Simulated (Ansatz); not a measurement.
**What a change does: single-point calculation on ZnO**

System: ZnO (slab, 8 atoms in the cell).
Method of run 1: DFT PBEsol, scalar-relativistic, plane waves, PAW, no spin polarisation (Ansatz 0.2.0).

The structure derives from an entry of the Crystallography Open Database. Text and figures count atoms from 1; the logs count them from 0 in places.

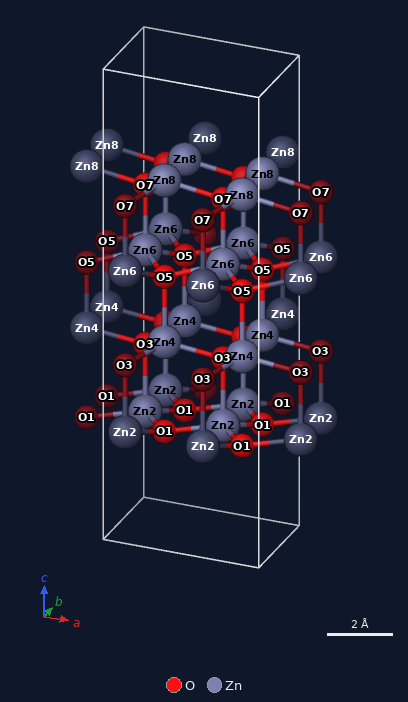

The structure (ball-and-stick view of the 2 × 2 repeat of the cell, with the vacuum cut short, seen slightly off an axis; neighbours outside the cell are drawn fainter; atoms are numbered from 1 in the order of the input). An atom can appear more than once, as a periodic image.

## Input file, run 1
```yaml
crystal:
  lattice:
    - [3.2300235054, 0.0, 0.0]
    - [-1.6150117527, 2.7972824105, 0.0]
    - [0.0, 0.0, 31.6070166434]
  atoms:
    - { symbol: O, position: [0.7142855876, 0.2857144124, 0.239191092] }
    - { symbol: Zn, position: [0.3809478583, 0.6190521417, 0.247888595] }
    - { symbol: O, position: [0.3814435359, 0.6185564641, 0.3156112929] }
    - { symbol: Zn, position: [0.7147819098, 0.2852180902, 0.3295266746] }
    - { symbol: O, position: [0.7159274392, 0.2840725608, 0.3955663751] }
    - { symbol: Zn, position: [0.3825785937, 0.6174214063, 0.4107481753] }
    - { symbol: O, position: [0.3827246959, 0.6172753041, 0.4765485096] }
    - { symbol: Zn, position: [0.7150335181, 0.2849664819, 0.4926825204] }
basis:
  ecutwfc: 420
kpoints:
  mp_grid: { grid: [9, 9, 1] }
hamiltonian:
  xc: pbesol
scf:
  occupations: { method: gaussian, width: 0.05 }
output:
  forces: true
  stress: true
  eigenvalues: true
  write_density: true
  write_potential: true
  elf: true
  volumetric_format: npy
efield:
  axis: 3
  dipole_correction: true
  ramp_width: 0.04
```

Command:
```bash
ansatz run input.yaml --threads 4 --pin off --max-ram 10240MiB --backend cpu --events-out ev --progress --plain --runs-dir out
```

Hardware: 4 threads of AMD EPYC (Zen 5), 32 GiB of memory available, shared host.

## Output, shortened to warnings, some set-up lines, iterations and results (run 1)
```
WARN: The output density's exchange-correlation potential varies sharply where the density is thin. Do not read a vacuum level from v_tot or v_xc, or from such a field of the output density. On a cell that repeats whose density bears no net charge and no dipole along the vacuum's axis use v_es (v_loc + v_h of the components); under efield.dipole_correction with no amplitude use v_es + v_field, …
Basis set: ecut = 420 eV, 5697 PW (Γ), exchange–correlation on 48×48×432 points (8 copies of the dense FFT grid, shifted against one another)
Symmetry: 2 space group operations
k-points: 25 of 81 (time reversal used)
Initial density: superposition of atomic densities (neutral atoms: chi_scale 0, normalization atom), corrected by the library's trained network
[...]
SCF iter   1: F=—  HF=-15366.786647 eV  |F-HF|=—  |Δ(HF+E_count)|=         —  Δρ=8.27e-3  dr2=3.56e-1  ethr=1.77e-3  p=0.139 e·Å  D=8.79e-2 V/Å  ΔV_dip=-2.78 eV  …
SCF iter   2: F=—  HF=-15366.801800 eV  |F-HF|=—  |Δ(HF+E_count)|=   1.52e-2  Δρ=1.15e-2  dr2=2.68e-1  ethr=4.95e-4  p=0.184 e·Å  D=1.16e-1 V/Å  ΔV_dip=-3.68 eV  …
SCF iter   3: F=—  HF=-15366.725447 eV  |F-HF|=—  |Δ(HF+E_count)|=   7.64e-2  Δρ=2.19e-3  dr2=2.77e-2  ethr=3.73e-4  p=0.170 e·Å  D=1.08e-1 V/Å  ΔV_dip=-3.40 eV  …
SCF iter   4: F=—  HF=-15366.723563 eV  |F-HF|=—  |Δ(HF+E_count)|=   1.88e-3  Δρ=1.09e-3  dr2=1.85e-2  ethr=3.84e-5  p=0.171 e·Å  D=1.08e-1 V/Å  ΔV_dip=-3.42 eV  …
SCF iter   5: F=—  HF=-15366.722275 eV  |F-HF|=—  |Δ(HF+E_count)|=   1.29e-3  Δρ=7.03e-4  dr2=2.83e-3  ethr=2.56e-5  p=0.176 e·Å  D=1.11e-1 V/Å  ΔV_dip=-3.52 eV  …
[... 5 lines ...]
SCF iter  11: F=—  HF=-15366.722230 eV  |F-HF|=—  |Δ(HF+E_count)|=   5.41e-6  Δρ=2.15e-5  dr2=1.16e-6  ethr=8.35e-9  p=0.182 e·Å  D=1.15e-1 V/Å  ΔV_dip=-3.64 eV  …
SCF iter  12: F=—  HF=-15366.722232 eV  |F-HF|=—  |Δ(HF+E_count)|=   1.91e-6  Δρ=1.17e-5  dr2=6.70e-7  ethr=1.61e-9  p=0.182 e·Å  D=1.15e-1 V/Å  ΔV_dip=-3.64 eV  …
SCF iter  13: F=—  HF=-15366.722233 eV  |F-HF|=—  |Δ(HF+E_count)|=   5.21e-7  Δρ=7.03e-6  dr2=2.32e-7  ethr=9.30e-10  p=0.182 e·Å  D=1.15e-1 V/Å  ΔV_dip=-3.64 eV  …
SCF iter  14: F=-15366.722233 eV  HF=-15366.722233 eV  |F-HF|=1.48e-7  |Δ(HF+E_count)|=   2.34e-7  Δρ=2.65e-6  dr2=4.54e-8  ethr=1.39e-10  p=0.182 e·Å  D=1.15e-1 V/Å  …
SCF 1 converged in 14 iterations: F = -15366.722233 eV  dr2 = 4.54e-8
WARN: The output density's exchange-correlation potential varies sharply where the density is thin. Do not read a vacuum level from v_tot or v_xc, or from such a field of the output density. On a cell that repeats whose density bears no net charge and no dipole along the vacuum's axis use v_es …
SCF converged after 14 iterations
Free energy (F): -15366.722233 eV
Harris-Foulkes:  -15366.722233 eV  (|F-HF|=1.48e-7)
Internal energy: -15366.718128 eV  (E = F + TS)
E sigma→0 (E₀):  -15366.720180 eV
Entropy (-TS):   -0.004106 eV (-0.513 meV/atom)
Fermi energy:    -0.702885 eV
Dipole field:    D = 0.115246 V/Å  (p = 0.181882 e·Å, saw-weighted, corrected)
Work function:   Φ+ = 3.1310 eV   Φ− = 6.7736 eV
[...]
```

The input of run 2 differs as follows (lines with − go, lines with + come):
```diff
+  mixing: { algorithm: anderson, beta: 0.001, ndim: 1 }
+  max_iter: 50
-  write_density: true
-  write_potential: true
-  elf: true
-  volumetric_format: npy
```

How does run 2 compare with run 1?

Both reach the same energy, so the change doesn't alter the result. The SCF takes 37 iterations against 14. On the same kind of shared host run 2 took about 3.8 times as long.

## Output, shortened to warnings, some set-up lines, iterations and results (run 2)
```
Basis set: ecut = 420 eV, 5697 PW (Γ), exchange–correlation on 48×48×432 points (8 copies of the dense FFT grid, shifted against one another)
Symmetry: 2 space group operations
k-points: 25 of 81 (time reversal used)
Initial density: superposition of atomic densities (neutral atoms: chi_scale 0, normalization atom), corrected by the library's trained network
[...]
SCF iter   1: F=—  HF=-15366.786647 eV  |F-HF|=—  |Δ(HF+E_count)|=         —  Δρ=8.27e-3  dr2=3.56e-1  ethr=1.77e-3  p=0.139 e·Å  D=8.79e-2 V/Å  ΔV_dip=-2.78 eV  …
SCF iter   2: F=—  HF=-15366.787977 eV  |F-HF|=—  |Δ(HF+E_count)|=   1.33e-3  Δρ=8.35e-3  dr2=3.54e-1  ethr=4.95e-4  p=0.139 e·Å  D=8.79e-2 V/Å  ΔV_dip=-2.78 eV  …
SCF iter   3: F=—  HF=-15366.787951 eV  |F-HF|=—  |Δ(HF+E_count)|=   2.54e-5  Δρ=8.35e-3  dr2=3.53e-1  ethr=4.91e-4  p=0.139 e·Å  D=8.80e-2 V/Å  ΔV_dip=-2.78 eV  …
SCF iter   4: F=—  HF=-15366.787742 eV  |F-HF|=—  |Δ(HF+E_count)|=   2.09e-4  Δρ=8.33e-3  dr2=3.53e-1  ethr=4.91e-4  p=0.139 e·Å  D=8.80e-2 V/Å  ΔV_dip=-2.78 eV  …
SCF iter   5: F=—  HF=-15366.787504 eV  |F-HF|=—  |Δ(HF+E_count)|=   2.38e-4  Δρ=8.32e-3  dr2=3.52e-1  ethr=4.90e-4  p=0.139 e·Å  D=8.80e-2 V/Å  ΔV_dip=-2.78 eV  …
[... 28 lines ...]
SCF iter  34: F=—  HF=-15366.722304 eV  |F-HF|=—  |Δ(HF+E_count)|=   5.65e-3  Δρ=3.42e-4  dr2=3.08e-3  ethr=1.39e-6  p=0.181 e·Å  D=1.15e-1 V/Å  ΔV_dip=-3.63 eV  …
SCF iter  35: F=—  HF=-15366.722234 eV  |F-HF|=—  |Δ(HF+E_count)|=   7.02e-5  Δρ=1.96e-5  dr2=7.73e-7  ethr=1.39e-6  p=0.182 e·Å  D=1.15e-1 V/Å  ΔV_dip=-3.64 eV  …
SCF iter  36: F=-15366.722233 eV  HF=-15366.722233 eV  |F-HF|=4.18e-8  |Δ(HF+E_count)|=   2.41e-7  Δρ=4.52e-6  dr2=4.39e-8  ethr=1.39e-10  p=0.182 e·Å  D=1.15e-1 V/Å  …
SCF iter  37: F=-15366.722233 eV  HF=-15366.722233 eV  |F-HF|=4.18e-8  |Δ(HF+E_count)|=  3.82e-11  Δρ=4.52e-6  dr2=4.39e-8  ethr=6.10e-11  p=0.182 e·Å  D=1.15e-1 V/Å  …
SCF 1 converged in 37 iterations: F = -15366.722233 eV  dr2 = 4.39e-8
SCF converged after 37 iterations
Free energy (F): -15366.722233 eV
Harris-Foulkes:  -15366.722233 eV  (|F-HF|=4.18e-8)
Internal energy: -15366.718128 eV  (E = F + TS)
E sigma→0 (E₀):  -15366.720180 eV
Entropy (-TS):   -0.004106 eV (-0.513 meV/atom)
Fermi energy:    -0.703056 eV
Dipole field:    D = 0.115302 V/Å  (p = 0.181971 e·Å, saw-weighted, corrected)
Work function:   Φ+ = 3.1300 eV   Φ− = 6.7744 eV
Levels:          The Fermi level and band energies are counted from a zero that moves with the ramp; work functions are not
--- Per-component energies (eV) ---
  E_band       = -496.351222
  E_kinetic    = 1220.868709
  E_local      = -135994.366742  (includes V_loc(G=0)·N_el)
  E_nonlocal   = 2671.311956
  E_hartree    = 66964.860409
  E_xc         = -830.038081
  E_vxc        = -578.900950  (∫ρ·V_xc dr)
  E_paw        = -7783.859325  (= ΣΔE_a)
  E_vpaw       = -1745.058133  (= ΣTr[D̂ρ^β])
  E_aug_tail   = 0.008221  (compensation charges beyond the density's cutoff)
  E_efield     = 0.010491  (sawtooth field / dipole correction)
  E_vefield    = 0.078544  (∫n·V_field dr)
  E_ewald      = 58381.155662
  E_core_change = 3.330571  (= ΣΔE_core)
  E_smearing   = -0.004106  (= −TS)
  E_closure    = -0.000000  (closes the sum)
  Σ components = -15366.722233   (vs F -15366.722233, Δ=0.00e0)
--- Forces (eV/Å), atoms counted from 1 ---
  atom   1  O      0.00110886    -0.00064020     0.03285711
  atom   2  Zn     0.00131697    -0.00076035    -0.05080785
  atom   3  O      0.00112328    -0.00064852     0.18205535
  atom   4  Zn     0.00054156    -0.00031267    -0.30687501
  atom   5  O     -0.00334167     0.00192931     0.40422995
  atom   6  Zn    -0.00118857     0.00068622    -0.49170140
  atom   7  O     -0.04703630     0.02715642     0.91346718
  atom   8  Zn     0.04747609    -0.02741033    -0.68321186
  max |Σ_I F_I| component: 1.35e-5 eV/Å
--- Stress (GPa, compression-positive) ---
        0.919698      -0.024293       0.005148
       -0.024293       0.891647      -0.002972
        0.005148      -0.002972       0.146084
  P = ⅓ Tr σ = 0.6525 GPa (6.525 kbar)
```

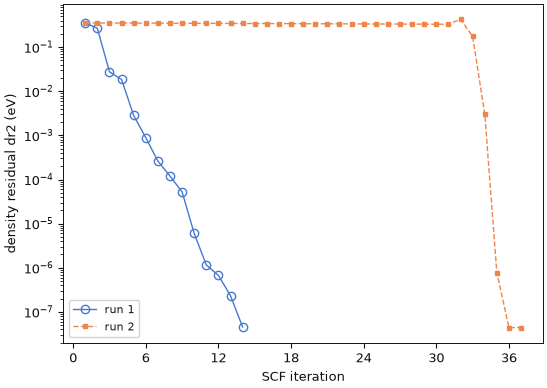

Convergence of the two runs: density residual dr2 against the SCF iteration. Run 1 takes 14 iterations in all, and run 2 takes 37.

## The two runs side by side

```tsv
quantity	run 1	run 2
outcome	converged	converged
free energy per atom (eV)	−1920.8403	−1920.8403
energy per atom, smearing taken to zero (eV)	−1920.8400	−1920.8400
gap on the mesh (eV)	0.00	0.00
work function (eV)	3.13	–
largest force (eV/Å)	0.915	0.915
SCF iterations	14	37
irreducible k-points	25	25
plane waves at Γ	5697	5697
wall time (shared host)	4.8 s	18 s
```

For run 1: Warnings: the exchange-correlation potential is rough where the density is thin. For run 2: The input was spoiled on purpose: mixing far too weak (`scf.mixing`). It did no harm here: the run converged to the energy of the sound run within 1 meV per atom.
